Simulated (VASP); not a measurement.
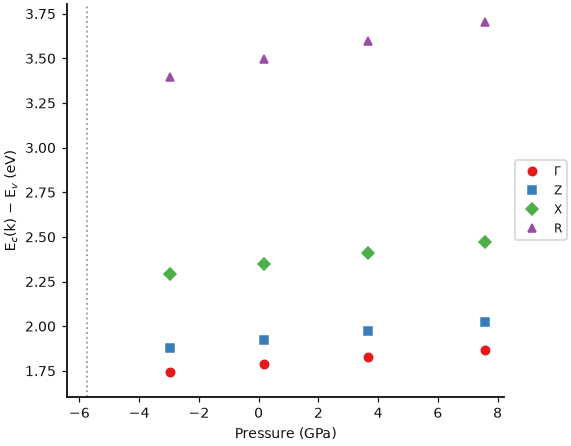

Lowest conduction level at each named k point, counted from the valence-band top at A. One run is left out (dotted line).

System: BaTiO3, space group P4mm (No. 99), 5 atoms in the cell. The cell is scaled at fixed shape and fractional positions. At 13.06 Å³/atom, a = 3.985 Å, c = 4.111 Å (tetragonal axes). Level of theory: PBE with D3(BJ) dispersion, VASP PAW PBE potentials, release 64 (Ba_sv, Ti_sv, O), no spin polarisation, no spin-orbit coupling, 6×6×6 k mesh, 520 eV cutoff, Gaussian smearing of 0.02 eV; code VASP 6.6.1.

| pressure | Γ (eV) | Z (eV) | X (eV) | R (eV) | volume (Å³/atom) |
| --- | --- | --- | --- | --- | --- |
| −3.0 GPa | 1.75 | 1.88 | 2.29 | 3.40 | 13.32 |
| 0.2 GPa | 1.79 | 1.93 | 2.35 | 3.50 | 13.06 |
| 3.7 GPa | 1.83 | 1.97 | 2.41 | 3.60 | 12.80 |
| 7.6 GPa | 1.87 | 2.02 | 2.47 | 3.70 | 12.53 |

What does the missing run, at −5.8 GPa, give?

Fits through the other points give 1.72 eV at Γ, 1.84 eV at Z, 2.24 eV at X and 3.32 eV at R (straight lines). The run itself gives 1.71, 1.83, 2.23 and 3.30 eV, within 0.02 eV of the estimates.

LDA, GGA and most meta-GGA functionals understate gaps.
